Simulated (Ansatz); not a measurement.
Hf₆Si₆O₂₅: geometry relaxation (part 5 of 5)

The same run, continued: Hf₆Si₆O₂₅ (defect cell, 37 atoms in the cell); DFT PBE, scalar-relativistic, plane waves, PAW, no spin polarisation (Ansatz 0.2.0); cutoff 420 eV, 2×2×2 k-mesh, Gaussian smearing of 0.02 eV. The structure derives from a Materials Project entry. It belongs to a series of runs on one base structure; here: O_i, charge +0, atoms relaxed at the host's cell.

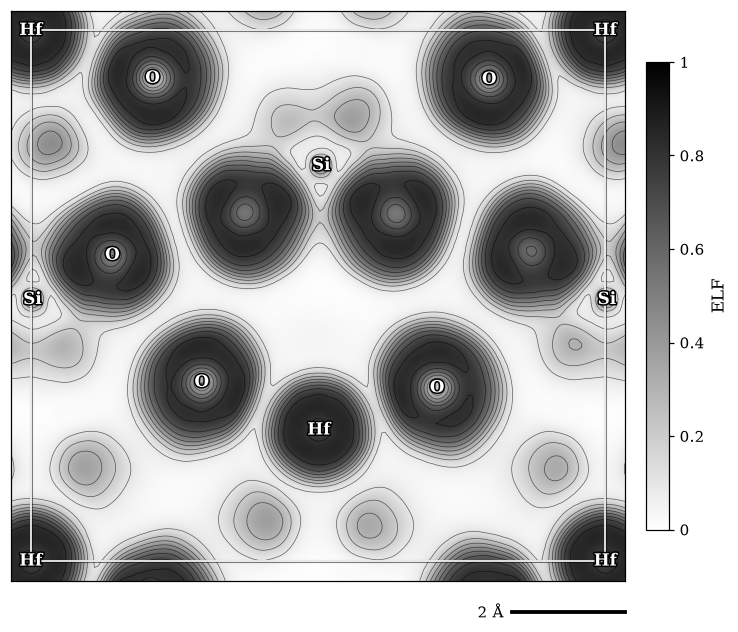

Electron localisation function on the (110) plane of the calculation cell. The section cuts through Hf, Si and O sites. Si–O (1.65 Å): the ELF peaks at about 0.85 between the atoms, which marks a polar covalent bond. Hf–O (2.23 Å): the ELF peaks at about 0.85 in the valence shell of O, 0.6 Å from its nucleus, and drops to about 0.15 between the two atoms. Hf–O (2.23 Å): the ELF peaks at about 0.85 in the valence shell of O, 0.6 Å from its nucleus, and drops to about 0.15 between the two atoms. The strong features right at Hf lie inside the PAW spheres (semicore, d or f shells) and say nothing about bonding. Core electrons are frozen (PAW), so the fields are smoothed inside the atomic spheres.

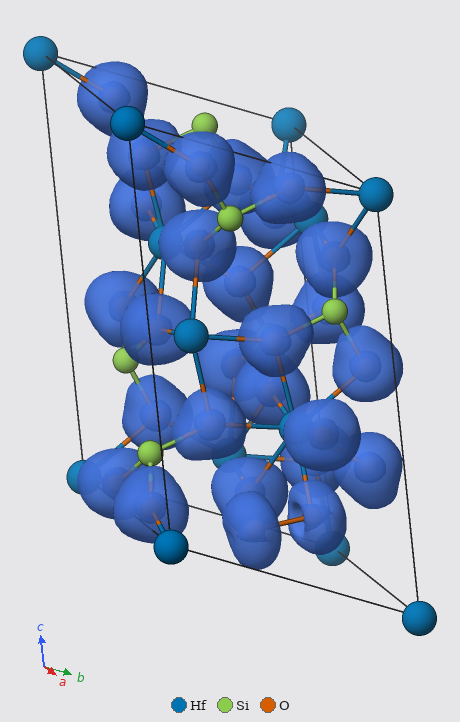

Isosurface of the electron localisation function at 0.7 (blue), seen slightly off an axis. Only the valence region is drawn (cores and ρ < 0.01 e/Å³ removed). Sticks mark near contacts. The outline is the calculation cell. Values along the shortest contacts: O–O (1.52 Å): the ELF peaks at about 0.60 between the atoms.
